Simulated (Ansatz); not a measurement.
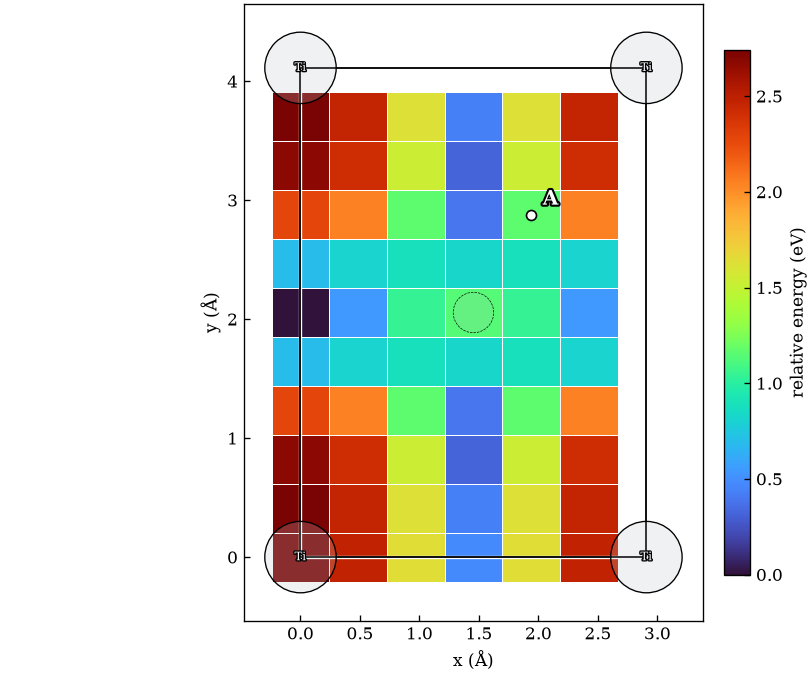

O on a Ti(110) slab cut from the Fm-3m phase, its upper half relaxed before the scan (4 atoms of substrate and one adsorbate in a 1 × 1 cell). 
- O is moved over the surface cell; relaxed at each place: the height of the adsorbate's atoms; substrate rigid; the origin of the map has the adsorbate above Ti4.
- Places are given modulo a cell vector. The map is drawn in real space over the plane of the surface.
- The grid has 6 × 10 points; 24 points were computed and 36 follow by symmetry.
- Energies are in eV, from the lowest grid point.
- The relaxed height changes by up to 0.8 Å between neighbouring points. With one adsorbate in each 1 × 1 cell, its nearest image is 2.9 Å away, so neighbouring adsorbates interact. The runs have no spin polarisation; a magnetic state may lie lower.
- Computed with DFT PBE, scalar-relativistic, plane waves, PAW (Ansatz). Settings: cutoff 420 eV, k-mesh 9×7×1, gaussian smearing 0.1 eV, no spin polarisation.

Drawn: one coloured cell a grid point, labelled circles for the atoms of the top layer and small ones for the second layer, the outline of one cell of the plane, the point A.

Is A at rest? If not, where is it pushed?

A, at (4/6, 7/10) of the cell vectors, is not a stationary point. The computed force is 3 eV/Å in the plane, pointing down and left in the picture (components −2.7 and −1.4 eV/Å).

PAW datasets: the set soft_1.
